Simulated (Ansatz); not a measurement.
## Single-point calculation, with input and output: CaS

The run: single-point calculation of CaS (Fm-3m, 2 atoms in the cell). Method and program: DFT, r2SCAN, plane waves, PAW, no spin polarisation (Ansatz 0.2.0).

The structure derives from an entry of the Crystallography Open Database. The geometry comes from this level: r2SCAN.

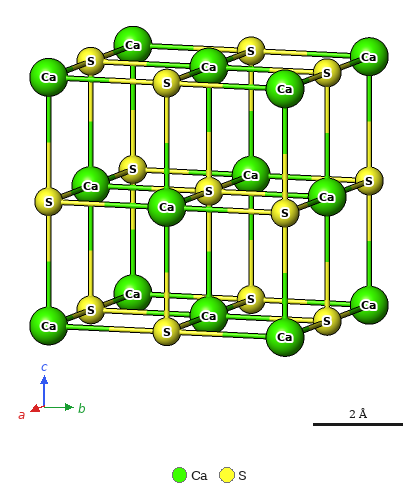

The structure as given in the input (ball-and-stick view of the cell 4 times as large as that of the calculation, set on its symmetry axes, seen slightly off an axis). Near neighbours in the crystal (not all of them lie inside the picture): Ca has 6 S at 2.85 Å; S has 6 Ca at 2.85 Å.

Summary:

- outcome: converged
- space group (tolerance 0.01 Å): Fm-3m (225)
- electrons treated: 16
- free energy: −2732.4111 eV
- Fermi energy: 5.724 eV
- gap on the k-point mesh: 2.80 eV
- pressure: 0.00 GPa
- largest force (length of the vector): under 0.001 eV/Å
- hardware: 4 threads of an x86-64 CPU, shared host
- wall time: 2.8 s (CPU time 5.3 s)
- peak memory: 0.43 GiB

Input:
```yaml
crystal:
  lattice:
    - [0.0, 2.8479357439, 2.8479357439]
    - [2.8479357439, 0.0, 2.8479357439]
    - [2.8479357439, 2.8479357439, 0.0]
  atoms:
    - { symbol: Ca, position: [0.0, 0.0, 0.0] }
    - { symbol: S, position: [0.5, 0.5, 0.5] }
kpoints:
  mp_grid: { grid: [6, 6, 6] }
hamiltonian:
  xc: r2scan
scf:
  occupations: { method: fixed }
  n_extra_bands: 4
output:
  forces: true
  stress: true
  eigenvalues: true
  write_density: true
  write_potential: true
  elf: true
  volumetric_format: npy
```

Command:
```bash
ansatz run input.yaml --threads 4 --pin off --max-ram 3686MiB --backend cpu --events-out ev --progress --plain --runs-dir out
```

Log:
```
scf.n_extra_bands = 4 over 8 filled bands (N_el = 16.0): the run solves 12 bands
Engine: ansatz 0.2.0, x86_64-unknown-linux-gnu
Pseudopotentials: kind: paw
Pseudopotential: Ca, paw, valence charge 10, recommended cutoff 500 eV (meta_gga), Ca.paw.azcp
Pseudopotential: S, paw, valence charge 6, recommended cutoff 500 eV (meta_gga), S.paw.azcp
Functional definition: r2SCAN
  parameter k0 = 0.174
  parameter k1 = 0.065
  parameter a1 = 4.9479
  exchange = r2scan_x(k0 = k0, k1 = k1, a1 = a1)
  correlation = r2scan_c
Crystal: 2 atoms, lattice volume = 46.198 Å³
Basis set: ecut = 500 eV, 1211 PW (Γ), exchange–correlation on 120×120×120 points (64 copies of the dense FFT grid, shifted against one another)
Bands: 12, of which v1, the nominal top of the filled ones, is band 8 counted from 1 (7 counted from 0)
Symmetry: 48 space group operations
Space group: Fm-3m (ITA 225), of the structure as read, at distance tolerance 3.6e-5 Å
k-points: 16 of 216
Non-local potential: Ca, projectors of the file, l = 0: 3, l = 1: 2, l = 2: 2
Non-local potential: S, projectors of the file, l = 0: 2, l = 1: 2, l = 2: 2
PAW form: soft (Blöchl's): semilocal exchange-correlation on the pseudo side does not see the compensation charge
PAW frozen core: Ca, regenerated for the run's functional (the file was generated under x = pbe(κ = 0.804, μ = 0.2195149727645171), c = pbe(β = 0.06672455060314922))
PAW frozen core: S, regenerated for the run's functional (the file was generated under x = pbe(κ = 0.804, μ = 0.2195149727645171), c = pbe(β = 0.06672455060314922))
PAW one-centre angular grid: Ca, 302 points (default); XC on 160 Gauss nodes
PAW one-centre angular grid: S, 302 points (default); XC on 160 Gauss nodes
Initial density: superposition of atomic densities (neutral atoms: chi_scale 0, normalization atom), corrected by the library's trained network
Initial wavefunctions: pseudopotential atomic-orbital guess
Functional: x = r2scan, c = r2scan; τ floored in thin density (d = 2e-4 eV/Å³)
SCF iter   1: F=—  HF=-2732.365692 eV  |F-HF|=—  |Δ(HF+E_count)|=         —  Δρ=5.30e-3  dr2=1.12e-2  dr2_τ=8.13e-3  ethr=1.77e-3  ⟨swp⟩=4.3  Hψ=1079  notcnv=0  defer=18
preconditioner: auto → none  [insulator: Δε(μ)=2.851 eV  Ē_g=10.098 eV  n_scr=14 (ndim 8)  ℏωp=15.5 eV  f_vac=0.000  ε∞_Penn≈3.3]
SCF iter   2: F=—  HF=-2732.410854 eV  |F-HF|=—  |Δ(HF+E_count)|=   4.52e-2  Δρ=2.18e-3  dr2=1.09e-3  dr2_τ=1.32e-4  ethr=7.01e-5  ⟨swp⟩=2.9  Hψ=508  notcnv=0  defer=24
SCF iter   3: F=—  HF=-2732.411033 eV  |F-HF|=—  |Δ(HF+E_count)|=   1.79e-4  Δρ=7.47e-4  dr2=1.45e-4  dr2_τ=1.90e-5  ethr=6.80e-6  ⟨swp⟩=3.0  Hψ=331  notcnv=0  defer=29
SCF iter   4: F=—  HF=-2732.411075 eV  |F-HF|=—  |Δ(HF+E_count)|=   4.22e-5  Δρ=1.19e-4  dr2=5.45e-6  dr2_τ=1.49e-6  ethr=9.05e-7  ⟨swp⟩=2.7  Hψ=314  notcnv=0  defer=26
SCF iter   5: F=—  HF=-2732.411075 eV  |F-HF|=—  |Δ(HF+E_count)|=   6.20e-8  Δρ=1.98e-5  dr2=5.69e-8  dr2_τ=1.76e-8  ethr=3.40e-8  ⟨swp⟩=2.0  Hψ=253  notcnv=0  defer=3
SCF iter   6: F=-2732.411075 eV  HF=-2732.411075 eV  |F-HF|=6.32e-11  |Δ(HF+E_count)|=   6.27e-8  Δρ=2.46e-6  dr2=2.12e-9  dr2_τ=1.66e-10  ethr=3.56e-10  ⟨swp⟩=8.6  Hψ=1608  notcnv=0
SCF 1 converged in 6 iterations: F = -2732.411075 eV  dr2 = 2.12e-9
  greatest PAW one-centre occupation: 0.995 electrons in one spin orbital (limit 2), on the Ca atom at site 0 (counted from 0), in its partial waves of l = 0
```

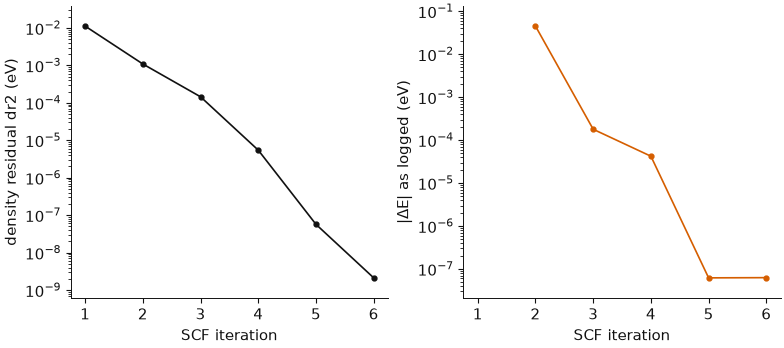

Convergence of the self-consistent field: density residual dr2 and size of the energy change against the SCF iteration. The residual falls at every step.

```
SCF converged after 6 iterations
Free energy (F): -2732.411075 eV
Harris-Foulkes:  -2732.411075 eV  (|F-HF|=6.32e-11)
Internal energy: -2732.411075 eV  (E = F + TS)
E sigma→0 (E₀):  -2732.411075 eV
Fermi energy:    5.723707 eV
--- Per-component energies (eV) ---
  E_band       = -146.418156
  E_kinetic    = 386.133834
  E_local      = -821.785898  (includes V_loc(G=0)·N_el)
  E_nonlocal   = 91.023873
  E_hartree    = 269.469072
  E_xc         = -230.162980
  E_vxc        = -290.480930  (∫ρ·V_xc dr)
  E_paw        = -1473.279788  (= ΣΔE_a)
  E_vpaw       = -66.304003  (= ΣTr[D̂ρ^β])
  E_aug_tail   = -0.000003  (compensation charges beyond the density's cutoff)
  E_vtau       = 16.056295  (kinetic-family band-sum trace: ∫τ·v_τ [+ j·A + Jᵃ·Aᵃ] dr)
  E_ewald      = -953.478753
  E_core_change = -0.330432  (= ΣΔE_core)
  E_smearing   = -0.000000  (= −TS)
  E_closure    = 0.000000  (closes the sum)
  Σ components = -2732.411075   (vs F -2732.411075, Δ=0.00e0)
--- Forces (eV/Å), atoms counted from 1 ---
  atom   1  Ca    -0.00000000     0.00000000    -0.00000000
  atom   2  S      0.00000000    -0.00000000    -0.00000000
  max |Σ_I F_I| component: 8.22e-30 eV/Å
--- Stress (GPa, compression-positive) ---
        0.000232      -0.000000      -0.000000
        0.000000       0.000232       0.000000
        0.000000      -0.000000       0.000232
  P = ⅓ Tr σ = 0.0002 GPa (0.002 kbar)
--- Band table (eV; the first three rows and the last of 16) ---
  k-point 0: bands = ["-35.0117", "-15.1084", "-15.1084", "-15.1084", "-6.0667", "5.7237", "5.7237", "5.7237", "10.3842", "10.3842", "10.3842", "10.6480"]
  k-point 1: bands = ["-35.0089", "-15.1517", "-15.1114", "-15.1114", "-5.8768", "4.7049", "5.3635", "5.3635", "10.4315", "10.7889", "10.7889", "11.7373"]
  k-point 2: bands = ["-35.0034", "-15.2361", "-15.1174", "-15.1174", "-5.4657", "3.2390", "4.8020", "4.8020", "10.8061", "11.7609", "11.7609", "13.0783"]
  k-point 15: bands = ["-34.9971", "-15.2106", "-15.1744", "-15.1646", "-5.3392", "3.6339", "4.3070", "4.3366", "9.8671", "12.2040", "12.2479", "12.8956"]
```

File rho_z.tsv:
```
# z_ang	rho[e/angstrom^3]
# format = ansatz-planar-average/11
# lattice	0.000000000	2.847935744	2.847935744
# lattice	2.847935744	0.000000000	2.847935744
# lattice	2.847935744	2.847935744	0.000000000
# sites	2
# site	20	0.000000000	0.000000000	0.000000000
# site	16	2.847935744	2.847935744	2.847935744
0.000000	6.094493e-1
0.134253	5.933315e-1
0.268506	5.468258e-1
0.402759	4.767132e-1
0.537012	3.958646e-1
0.671265	3.205986e-1
0.805518	2.648561e-1
0.939771	2.353493e-1
1.074024	2.305694e-1
1.208277	2.430728e-1
1.342530	2.630046e-1
1.476783	2.815322e-1
1.611036	2.934251e-1
1.745289	2.980399e-1
1.879542	2.982605e-1
2.013795	2.977866e-1
2.148048	2.982605e-1
2.282301	2.980399e-1
2.416554	2.934251e-1
2.550807	2.815322e-1
2.685060	2.630046e-1
2.819313	2.430728e-1
2.953566	2.305694e-1
3.087819	2.353493e-1
3.222071	2.648561e-1
3.356324	3.205986e-1
3.490577	3.958646e-1
3.624830	4.767132e-1
3.759083	5.468258e-1
3.893336	5.933315e-1
```

File v_z.tsv:
```
# z_ang	v_es[eV]	v_tot[eV]
# format = ansatz-planar-average/11
# xc	r2scan
# density_cutoff_ev	2000
# datasets	Ca=:simpson_from_first_knot:soft:shift=0	S=:simpson_from_first_knot:soft:shift=0
# lattice	0.000000000	2.847935744	2.847935744
# lattice	2.847935744	0.000000000	2.847935744
# lattice	2.847935744	2.847935744	0.000000000
# sites	2
# site	20	0.000000000	0.000000000	0.000000000
# site	16	2.847935744	2.847935744	2.847935744
0.000000	-5.320148e-1	-1.041647e1
0.134253	-3.164879e-1	-1.022300e1
0.268506	3.039427e-1	-9.611442e0
0.402759	1.250076e0	-8.590979e0
0.537012	2.396237e0	-7.294005e0
0.671265	3.577373e0	-5.924941e0
0.805518	4.615199e0	-4.734107e0
0.939771	5.324514e0	-3.950904e0
1.074024	5.545875e0	-3.701020e0
1.208277	5.271858e0	-4.066453e0
1.342530	4.695306e0	-4.940802e0
1.476783	4.104677e0	-5.866932e0
1.611036	3.680970e0	-6.540713e0
1.745289	3.445800e0	-7.012101e0
1.879542	3.340541e0	-7.296024e0
2.013795	3.311289e0	-7.379290e0
2.148048	3.340541e0	-7.296024e0
2.282301	3.445800e0	-7.012101e0
2.416554	3.680970e0	-6.540713e0
2.550807	4.104677e0	-5.866932e0
2.685060	4.695306e0	-4.940802e0
2.819313	5.271858e0	-4.066453e0
2.953566	5.545875e0	-3.701020e0
3.087819	5.324514e0	-3.950904e0
3.222071	4.615199e0	-4.734107e0
3.356324	3.577373e0	-5.924941e0
3.490577	2.396237e0	-7.294005e0
3.624830	1.250076e0	-8.590979e0
3.759083	3.039427e-1	-9.611442e0
3.893336	-3.164879e-1	-1.022300e1
```

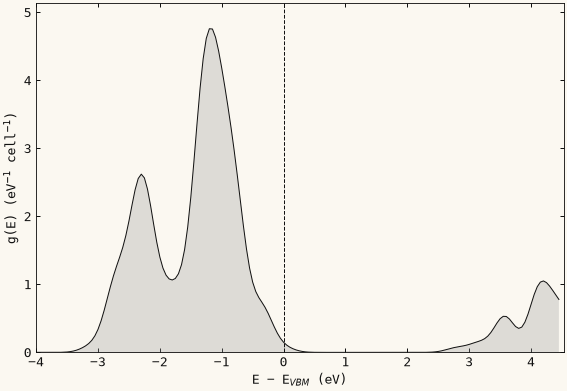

Density of states (the curve is built from the levels of the k mesh with Gaussians 0.4 eV wide, which also blur the band edges), with energies from the valence-band top. There is a gap of 2.80 eV on the k-point mesh. Small ripples come from the finite k-point mesh.

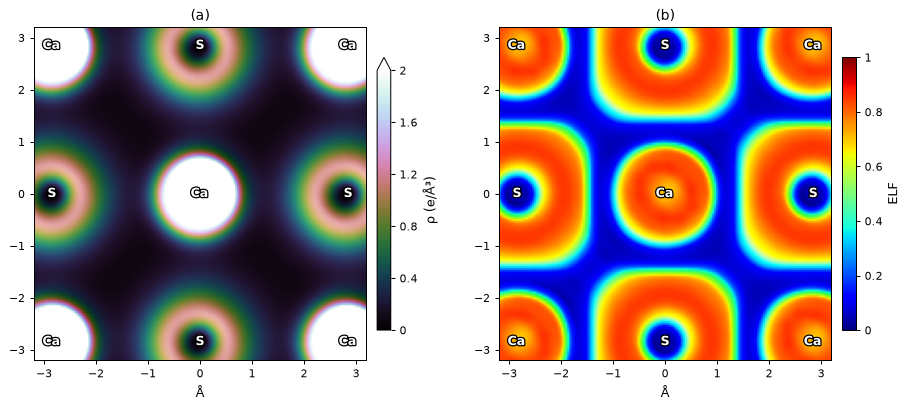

(a) valence charge density (pseudo); (b) electron localisation function on the (010) plane of the conventional cell. Atoms in the plane: Ca and S. Away from the nuclei the density in this plane falls to 0.05 e/Å³ at its lowest. The strong features right at Ca lie inside the PAW spheres (semicore, d or f shells) and say nothing about bonding. Core electrons are frozen (PAW), so the fields are smoothed inside the atomic spheres.

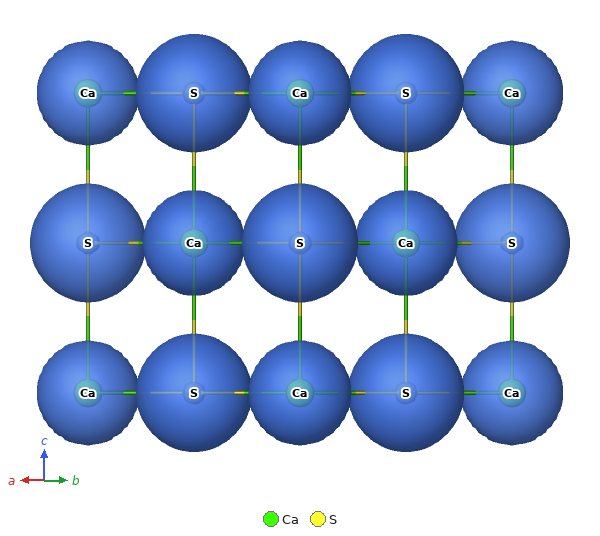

Isosurface of the valence charge density (pseudo) at 0.4 e/Å³ (blue), seen along [110]. Sticks mark near contacts. The outline is the cell set on symmetry axes. At this value the density breaks into separate islands; it holds about 70 % of the electrons treated as valence (semicore included). It is pinched off along the Ca–S (2.85 Å) contacts. On the grid the lowest density along these lines, outside the cores, is 0.17 e/Å³ (Ca–S, 2.85 Å).
